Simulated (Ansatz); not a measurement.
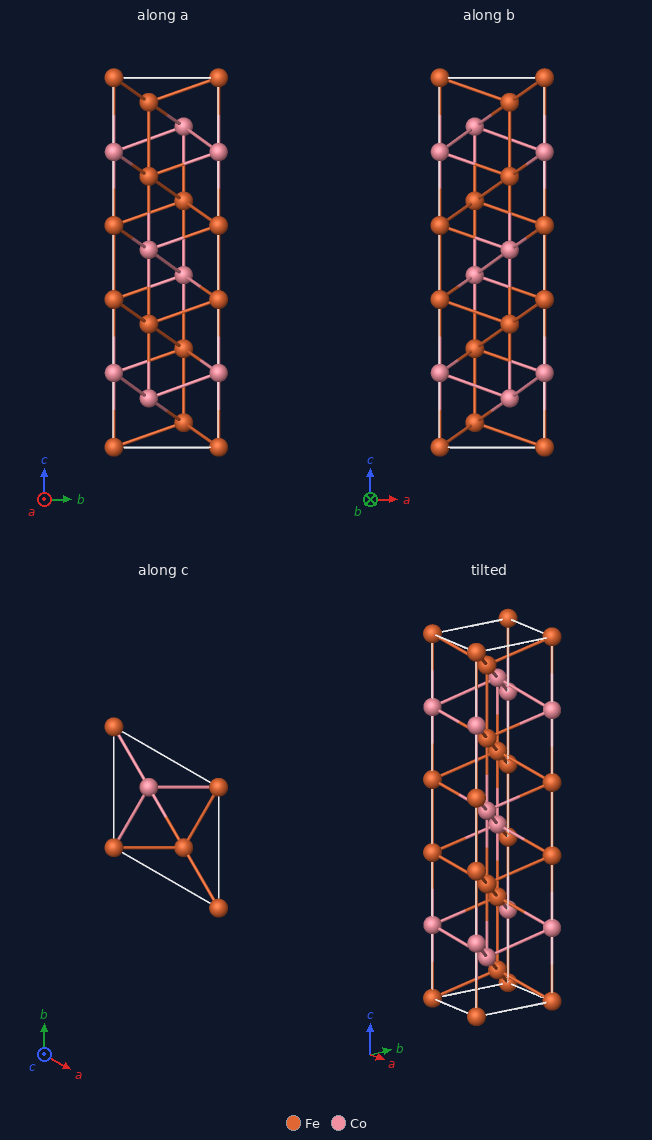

The image is a ball-and-stick drawing of a crystal, viewed along the a axis, along the b axis, along the c axis and slightly off an axis. The parallelepiped is the conventional unit cell.

Lattice parameters: a = 4.0233 Å, b = 4.0233 Å, c = 12.2979 Å, α = 90.000°, β = 90.000°, γ = 120.000°.

**Put the structure into a CIF with its space group and independent sites, with free fractional coordinates to two decimals.**

```cif
data_structure
_symmetry_space_group_name_H-M 'R -3 m :H'
_symmetry_Int_Tables_number 166
_cell_length_a 4.0233
_cell_length_b 4.0233
_cell_length_c 12.2979
_cell_angle_alpha 90.000
_cell_angle_beta 90.000
_cell_angle_gamma 120.000
_cell_volume 172.39
loop_
_atom_site_label
_atom_site_type_symbol
_atom_site_symmetry_multiplicity
_atom_site_Wyckoff_symbol
_atom_site_fract_x
_atom_site_fract_y
_atom_site_fract_z
_atom_site_occupancy
Fe1 Fe 6 c 0.3333 0.6667 0.07 1
Fe2 Fe 3 a 0.00 0.00 0.00 1
Co1 Co 6 c 0.00 0.00 0.20 1
```

Provenance: a structure type filled with these elements by a generator (whether the compound takes this form wasn't checked). This is the structure after a relaxation with DFT PBE, scalar-relativistic, plane waves, PAW in Ansatz 0.2.0.
